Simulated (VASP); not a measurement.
## GW on BN

How does the gap of BN change from the starting functional to GW? The cell has space group P6_3/mmc. The start is a cell from a database of measured crystal structures.

Main program and level: VASP 6.6.1; PBE; plane waves and PAW (B_GW, N_GW), in the first sound run; inputs show where later runs differ.

## Step 1: The structure

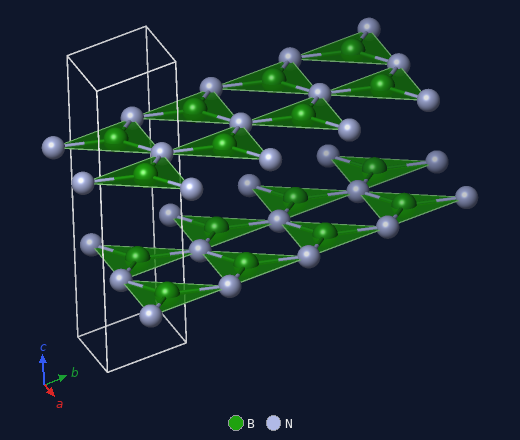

The cell as given, slightly off an axis (boron green, nitrogen light blue). 2×4×1 cells are drawn. Some periodic images of atoms are drawn too.

Structure file:

```
B N
1.0
     2.50399    0.00000    0.00000
    -1.25199    2.16852    0.00000
     0.00000    0.00000    6.66120
B N
2 2
Direct
  0.33333 0.66667 0.25000
  0.66667 0.33333 0.75000
  0.33333 0.66667 0.75000
  0.66667 0.33333 0.25000
```

## Step 2: Ground state

The orbitals come from a self-consistent PBE run with a tight EDIFF and a narrow smearing. KPOINTS_OPT adds the bands along a path, which shows whether the mesh holds the band edges.

INCAR reads:

```
SYSTEM = BN
PREC = Accurate
ENCUT = 450
EDIFF = 1E-08
NELM = 100
ISMEAR = 0
SIGMA = 0.01
LREAL = .FALSE.
ALGO = Normal
GGA = PE
NBANDS = 14
LORBIT = 11
LWAVE = .TRUE.
LCHARG = .FALSE.
KPAR = 8
```

POSCAR reads:

```
BN
1.0
    2.5039900000      0.0000000000      0.0000000000
   -1.2519950000      2.1685189508      0.0000000000
    0.0000000000      0.0000000000      6.6612000000
B N
2 2
Direct
    0.3333333333      0.6666666667      0.2500000000
    0.6666666667      0.3333333333      0.7500000000
    0.3333333333      0.6666666667      0.7500000000
    0.6666666667      0.3333333333      0.2500000000
```

KPOINTS reads:

```
Automatic mesh
0
Gamma
6 6 4
0 0 0
```

KPOINTS_OPT reads:

```
Line mode
12
Line-mode
Reciprocal
  0.00000000   0.00000000   0.00000000 GAMMA
  0.50000000   0.00000000   0.00000000 M

  0.50000000   0.00000000   0.00000000 M
  0.33333333   0.33333333   0.00000000 K

  0.33333333   0.33333333   0.00000000 K
  0.00000000   0.00000000   0.00000000 GAMMA

  0.00000000   0.00000000   0.00000000 GAMMA
  0.00000000   0.00000000   0.50000000 A

  0.00000000   0.00000000   0.50000000 A
  0.50000000   0.00000000   0.50000000 L

  0.50000000   0.00000000   0.50000000 L
  0.33333333   0.33333333   0.50000000 H

  0.33333333   0.33333333   0.50000000 H
  0.00000000   0.00000000   0.50000000 A

  0.50000000   0.00000000   0.50000000 L
  0.50000000   0.00000000   0.00000000 M

  0.33333333   0.33333333   0.00000000 K
  0.33333333   0.33333333   0.50000000 H
```

PAW data sets: B_GW and N_GW (PBE family, release 64).

Run with:

```
mpirun -np 8 vasp_std
```

Output:

```text
[banner, memory and clock lines left out]
running    8 mpi-ranks, on    1 nodes
 distrk:  each k-point on    1 cores,    8 groups
 distr:  one band on    1 cores,    1 groups

 POSCAR found type information on POSCAR B N
 POSCAR found :  2 types and       4 ions
|                                                                             |
|           W    W    AA    RRRRR   N    N  II  N    N   GGGG   !!!           |
|           W    W   A  A   R    R  NN   N  II  NN   N  G    G  !!!           |
|           W    W  A    A  R    R  N N  N  II  N N  N  G       !!!           |
|           W WW W  AAAAAA  RRRRR   N  N N  II  N  N N  G  GGG   !            |
|           WW  WW  A    A  R   R   N   NN  II  N   NN  G    G                |
|           W    W  A    A  R    R  N    N  II  N    N   GGGG   !!!           |
|                                                                             |
|     For optimal performance we recommend to set                             |
|       NCORE = 2 up to number-of-cores-per-socket                            |
|     NCORE specifies how many cores store one orbital (NPAR=cpu/NCORE).      |
|     This setting can greatly improve the performance of VASP for DFT.       |
|     The default, NCORE=1 might be grossly inefficient on modern             |
|     multi-core architectures or massively parallel machines. Do your        |
|     Unfortunately you need to use the default for GW and RPA                |
|     calculations (for HF NCORE is supported but not extensively tested      |
|     yet).                                                                   |
|                                                                             |

 LDA part: xc-table for (Slater+PW92), standard interpolation
 POSCAR, INCAR and KPOINTS ok, starting setup
 FFT: planning ... GRIDC
 FFT: planning ... GRID_SOFT
 FFT: planning ... GRID
 WAVECAR not read
 entering main loop
       N       E                     dE             d eps       ncg     rms          rms(c)
DAV:   1     0.832135561350E+02    0.83214E+02   -0.73025E+03   588   0.951E+02
DAV:   2    -0.331617518927E+02   -0.11638E+03   -0.10251E+03   822   0.337E+02
DAV:   3    -0.385485715561E+02   -0.53868E+01   -0.53372E+01   822   0.680E+01
DAV:   4    -0.386471205551E+02   -0.98549E-01   -0.98366E-01   774   0.100E+01
DAV:   5    -0.386498737987E+02   -0.27532E-02   -0.27526E-02   828   0.135E+00    0.105E+01
DAV:   6    -0.355362063036E+02    0.31137E+01   -0.61004E+00   848   0.262E+01    0.368E+00
DAV:   7    -0.352369950122E+02    0.29921E+00   -0.46028E-01   792   0.666E+00    0.207E+00
DAV:   8    -0.351574198197E+02    0.79575E-01   -0.25221E-01   778   0.510E+00    0.321E-01
DAV:   9    -0.351577655162E+02   -0.34570E-03   -0.20884E-02   724   0.155E+00    0.253E-01
DAV:  10    -0.351574167011E+02    0.34882E-03   -0.21267E-03   706   0.612E-01    0.437E-02
DAV:  11    -0.351574639688E+02   -0.47268E-04   -0.32414E-04   948   0.179E-01    0.160E-02
DAV:  12    -0.351574666140E+02   -0.26452E-05   -0.19664E-05   702   0.443E-02    0.222E-03
DAV:  13    -0.351574671554E+02   -0.54142E-06   -0.45393E-07   798   0.879E-03    0.230E-03
DAV:  14    -0.351574670802E+02    0.75153E-07   -0.32225E-07   792   0.679E-03    0.363E-04
DAV:  15    -0.351574671263E+02   -0.46103E-07   -0.43725E-08   808   0.216E-03    0.367E-04
DAV:  16    -0.351574671324E+02   -0.60738E-08   -0.54203E-09   456   0.102E-03
   1 F= -.35157467E+02 E0= -.35157467E+02  d E =-.247730E-24
 Start KPOINTS_OPT (optional k-point list driver)
k-point batch [1-21\108]
       N       E                     dE             ncg
DAV:   1     0.649944574661E+03   -0.10185E+05      588
DAV:   2    -0.149038733082E+04   -0.21403E+04      834
DAV:   3    -0.158630199655E+04   -0.95915E+02      816
DAV:   4    -0.158849962449E+04   -0.21976E+01      770
DAV:   5    -0.158858389041E+04   -0.84266E-01      834
DAV:   6    -0.158858605675E+04   -0.21663E-02      770
DAV:   7    -0.158858613750E+04   -0.80748E-04      860
DAV:   8    -0.158858613927E+04   -0.17768E-05      798
DAV:   9    -0.158858613935E+04   -0.76484E-07      718
DAV:  10    -0.158858613935E+04   -0.45638E-08      622
[...]
k-point batch [106-108\108]
       N       E                     dE             ncg
DAV:   1     0.138255262582E+05   -0.23227E+04       84
DAV:   2     0.135509300857E+05   -0.27460E+03      130
DAV:   3     0.135399998861E+05   -0.10930E+02      120
DAV:   4     0.135398428156E+05   -0.15707E+00      108
DAV:   5     0.135398383779E+05   -0.44376E-02      120
DAV:   6     0.135398382039E+05   -0.17400E-03      102
DAV:   7     0.135398381956E+05   -0.83381E-05      120
DAV:   8     0.135398381951E+05   -0.45803E-06      108
DAV:   9     0.135398381951E+05   -0.27798E-07      120
DAV:  10     0.135398381951E+05   -0.15425E-08       86
 writing wavefunctions
```

Elapsed: 3.6 s, on 8 MPI ranks of Intel Xeon 6975P-C (Granite Rapids), shared host; peak memory 1.1 GiB.

The logs omit lines about the potential files and the build; timing stands in the text.

OUTCAR, selected parts (step 2):

```text
ion  position               nearest neighbor table
   1  0.333  0.667  0.250-   4 1.45   4 1.45   4 1.45
   2  0.667  0.333  0.750-   3 1.45   3 1.45   3 1.45
   3  0.333  0.667  0.750-   2 1.45   2 1.45   2 1.45
   4  0.667  0.333  0.250-   1 1.45   1 1.45   1 1.45

  LATTYP: Found a hexagonal cell.
 ALAT       =     2.5039900000
 C/A-ratio  =     2.6602342661

 Subroutine GETGRP returns: Found 24 space group operations
 (whereof 12 operations were pure point group operations)

The static configuration has the point symmetry D_3d.
 The point group associated with its full space group is D_6h.

 Found     21 irreducible k-points:

   k-points           NKPTS =     21   k-points in BZ     NKDIM =     21   number of bands    NBANDS=     14

   dimension x,y,z NGX =    18 NGY =   18 NGZ =   48
   dimension x,y,z NGXF=    36 NGYF=   36 NGZF=   96

   ENCUT  =  450.0 eV  33.07 Ry    5.75 a.u.   4.33  4.33 11.52*2*pi/ulx,y,z

   NELECT =      16.0000    total number of electrons

 k-points in reciprocal lattice and weights: Automatic mesh
   0.00000000  0.00000000  0.00000000       0.007
   0.16666667  0.00000000  0.00000000       0.042
   0.33333333  0.00000000  0.00000000       0.042
   0.50000000  0.00000000  0.00000000       0.021
   0.16666667  0.16666667  0.00000000       0.042
   0.33333333  0.16666667  0.00000000       0.083
   0.33333333  0.33333333  0.00000000       0.014
   0.00000000  0.00000000  0.25000000       0.014
   0.16666667  0.00000000  0.25000000       0.083
[...]
0.33333333  0.16666667  0.50000000       0.083
   0.33333333  0.33333333  0.50000000       0.014

 average (electrostatic) potential at core
       1 -28.8318       2 -28.8318       3 -63.8478       4 -63.8478

 E-fermi :   2.3524

 k-point     1 :       0.0000    0.0000    0.0000
  band No.  band energies     occupation
    ...
      4      -1.8213      2.00000
      5       0.9572      2.00000
      6       0.9572      2.00000
      7       0.9907      2.00000
      8       0.9907      2.00000
      9       7.5288      0.00000
     10      12.5664      0.00000
     11      13.8464      0.00000
     12      13.8464      0.00000
     13      13.9673      0.00000
    ...

 k-point     2 :       0.1667    0.0000    0.0000
  band No.  band energies     occupation
    ...
      4      -1.1587      2.00000
      5      -1.0180      2.00000
      6      -0.9795      2.00000
      7       0.0617      2.00000
      8       0.1098      2.00000
      9       8.4283      0.00000
     10      12.0860      0.00000
     11      13.2839      0.00000
     12      13.4528      0.00000
     13      13.7944      0.00000
    ...

 k-point     3 :       0.3333    0.0000    0.0000
  band No.  band energies     occupation
    ...
      4      -4.5310      2.00000
      5      -1.2995      2.00000
      6      -1.2404      2.00000
      7      -1.1083      2.00000
      8       0.5926      2.00000
      9       9.1938      0.00000
     10       9.9960      0.00000
     11      10.4728      0.00000
     12      12.5343      0.00000
     13      13.7493      0.00000
    ...

  Total        0.1250003      0.1250003      0.0549083      0.0000000      0.0000000      0.0000000
  in kB        5.5369854      5.5369854      2.4322076      0.0000000      0.0000000      0.0000000
  external PRESSURE =       4.5020594 kB  Pullay stress =       0.0000000 kB

  energy-cutoff  :      450.00
  volume of cell :       36.17
      direct lattice vectors                 reciprocal lattice vectors
     2.503990000  0.000000000  0.000000000     0.399362617  0.230572115  0.000000000
    -1.251995000  2.168518951  0.000000000     0.000000000  0.461144229  0.000000000
     0.000000000  0.000000000  6.661200000     0.000000000  0.000000000  0.150123101

 POSITION                                       TOTAL-FORCE (eV/Angst)
 -----------------------------------------------------------------------------------
     -0.00000      1.44568      1.66530         0.000000     -0.000000      0.000000
      1.25200      0.72284      4.99590        -0.000000      0.000000      0.000000
     -0.00000      1.44568      4.99590        -0.000000      0.000000      0.000000
      1.25200      0.72284      1.66530         0.000000     -0.000000      0.000000
 -----------------------------------------------------------------------------------
    total drift:                               -0.000000      0.000000      0.000000

  FREE ENERGIE OF THE ION-ELECTRON SYSTEM (eV)
  ---------------------------------------------------
  free  energy   TOTEN  =       -35.1574671324 eV

  energy  without entropy=      -35.1574671324  energy(sigma->0) =      -35.15746713

 total charge
# of ion       s       p       d       tot
------------------------------------------
    1        0.705   1.316   0.000   2.022
    2        0.705   1.316   0.000   2.022
    3        1.187   2.722   0.000   3.909
    4        1.187   2.722   0.000   3.909
--------------------------------------------------
tot          3.785   8.076   0.000  11.861

[... 3 further parts left out ...]
```

This step gave:

```
free energy (TOTEN)               : -35.16 eV
Fermi energy                      : 2.352 eV
pressure                          : 0.4502 GPa
least gap on mesh and path        : 4.250 eV
least direct gap on mesh and path : 4.662 eV
```

The highest empty bands on the path are converged less tightly, to about 0.1 eV. Electronic bands along the path, in eV, zero at the valence-band top; v1 is the highest filled band, c1 the lowest empty one:

```csv
point,v4,v3,v2,v1,c1,c2,c3,c4
Γ,-1.37,-1.37,-1.34,-1.34,5.20,10.24,11.52,11.52
M,-4.18,-4.12,-1.47,-0.48,4.25,5.60,9.49,9.92
K,-7.19,-7.19,-0.12,-0.12,4.83,4.83,10.76,13.18
Γ,-1.37,-1.37,-1.34,-1.34,5.20,10.24,11.52,11.52
A,-1.35,-1.35,-1.35,-1.35,7.55,7.55,11.58,11.58
L,-4.15,-4.15,-0.96,-0.96,4.71,4.71,9.88,9.88
H,-7.20,-7.20,-0.05,-0.05,4.62,4.62,11.98,11.98
A,-1.35,-1.35,-1.35,-1.35,7.55,7.55,11.58,11.58
jump to L,-4.15,-4.15,-0.96,-0.96,4.71,4.71,9.88,9.88
M,-4.18,-4.12,-1.47,-0.48,4.25,5.60,9.49,9.92
jump to K,-7.19,-7.19,-0.12,-0.12,4.83,4.83,10.76,13.18
H,-7.20,-7.20,-0.05,-0.05,4.62,4.62,11.98,11.98
```

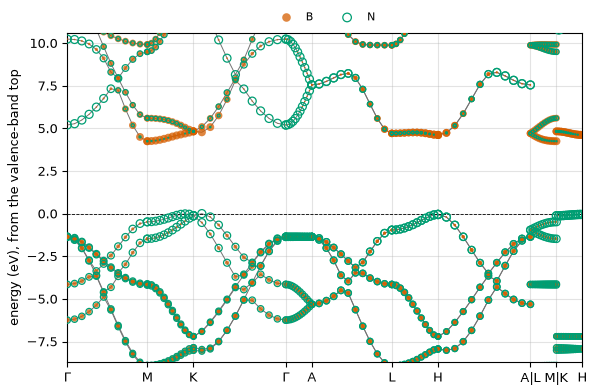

Electronic bands along the path; dots are coloured as in the legend, and their area grows with the weight.

The cell has a gap of 4.25 eV on mesh and path.

## Step 3: Empty bands

The next step needs empty bands that the ground-state run didn't converge, so the Hamiltonian is diagonalised exactly for NBANDS bands, in a single step. LOPTICS writes the k-derivatives of the orbitals (WAVEDER), which give the long-wavelength limit of the screening.

INCAR reads:

```
SYSTEM = BN
PREC = Accurate
ENCUT = 450
ISMEAR = 0
SIGMA = 0.01
LREAL = .FALSE.
GGA = PE
NBANDS = 88
ALGO = Exact
NELM = 1
LWAVE = .TRUE.
LCHARG = .FALSE.
LOPTICS = .TRUE.
NEDOS = 1000
CSHIFT = 0.1
```

POSCAR is that of step 2.

KPOINTS is that of step 2.

Run with:

```
mpirun -np 8 vasp_std
```

Output:

```text
[banner, memory and clock lines left out]
running    8 mpi-ranks, on    1 nodes
 distrk:  each k-point on    8 cores,    1 groups
 distr:  one band on    1 cores,    8 groups

 POSCAR found type information on POSCAR B N
 POSCAR found :  2 types and       4 ions
 [... a notice as in an earlier step ...]

 LDA part: xc-table for (Slater+PW92), standard interpolation
 found WAVECAR, reading the header
  number of bands has changed, file:    14 present:    88
  trying to continue reading WAVECAR, but it might fail
 POSCAR, INCAR and KPOINTS ok, starting setup
 FFT: planning ... GRIDC
 FFT: planning ... GRID_SOFT
 FFT: planning ... GRID
 reading WAVECAR
 random initialization beyond band           14
 the WAVECAR file was read successfully
 initial charge from wavefunction
 entering main loop
       N       E                     dE             d eps       ncg     rms          rms(c)
DIA:   1    -0.351574671319E+02   -0.35157E+02    0.00000E+00     0   0.000E+00
   1 F= -.35157467E+02 E0= -.35157467E+02  d E =-.905201E-25
 writing wavefunctions
 optical routines
 imaginary and real dielectric function
 recalculating local potential from charge density
 direction            1
 direction            2
 direction            3
```

Wall time 4 s (8 MPI ranks); peak memory 1.2 GiB.

Parts of OUTCAR (step 3):

```text
 Found     21 irreducible k-points:

   k-points           NKPTS =     21   k-points in BZ     NKDIM =     21   number of bands    NBANDS=     88

   NELECT =      16.0000    total number of electrons

 E-fermi :   2.3531

 k-point     1 :       0.0000    0.0000    0.0000
  band No.  band energies     occupation
    ...
      4      -1.8213      2.00000
      5       0.9572      2.00000
      6       0.9572      2.00000
      7       0.9906      2.00000
      8       0.9906      2.00000
      9       7.5288      0.00000
     10      12.5664      0.00000
     11      13.8464      0.00000
     12      13.8464      0.00000
     13      13.9673      0.00000
    ...

 k-point     4 :       0.5000    0.0000    0.0000
  band No.  band energies     occupation
    ...
      4      -6.5568      2.00000
      5      -1.8551      2.00000
      6      -1.7917      2.00000
      7       0.8553      2.00000
      8       1.8487      2.00000
      9       6.5791      0.00000
     10       7.9303      0.00000
     11      11.8204      0.00000
     12      12.2489      0.00000
     13      15.0017      0.00000
    ...

  Total        0.1253033      0.1253033      0.0553433      0.0000000     -0.0000000      0.0000000
  in kB        5.5504050      5.5504050      2.4514728      0.0000000     -0.0000000      0.0000000
  external PRESSURE =       4.5174276 kB  Pullay stress =       0.0000000 kB

 POSITION                                       TOTAL-FORCE (eV/Angst)
 -----------------------------------------------------------------------------------
     -0.00000      1.44568      1.66530        -0.000000      0.000000      0.000000
      1.25200      0.72284      4.99590         0.000000     -0.000000      0.000000
     -0.00000      1.44568      4.99590        -0.000000      0.000000      0.000000
      1.25200      0.72284      1.66530        -0.000000      0.000000      0.000000
 -----------------------------------------------------------------------------------
    total drift:                               -0.000000      0.000000      0.000000

  FREE ENERGIE OF THE ION-ELECTRON SYSTEM (eV)
  ---------------------------------------------------
  free  energy   TOTEN  =       -35.1574671319 eV

  energy  without entropy=      -35.1574671319  energy(sigma->0) =      -35.15746713

 plasma frequency squared (from intraband transitions) (eV^2)
  --------------------------------------------------------------------------------------
       0.000       0.000       0.000
       0.000       0.000      -0.000
       0.000      -0.000       0.000

[... 11 parts as in an earlier step ...]

[... 2 further parts left out ...]
```

WAVECAR now holds 88 bands for 16 electrons. Its independent-particle dielectric tensor has xx, yy, zz = 4.8, 4.8, 3.0 on this mesh, which isn't tested for convergence in mesh or bands and lacks local fields.

(Part 1 of 4 ends here.)

[Lines on the potential files, build, host, timing and source positions are cut from VASP's logs without a mark.]

[Logs are printed without paths, hosts, clocks, repeated set-up lines and the standing remarks that a program may print on its own settings, such as how far it seeks lower states.]

[Hosts, paths, dates, database ids (printed as entryN), source tags and the programs' standing remarks are cut or masked in the printed files.]

[Pressures printed for these runs are not shown converged in the cutoff: they can be off by several GPa and have the wrong sign.]
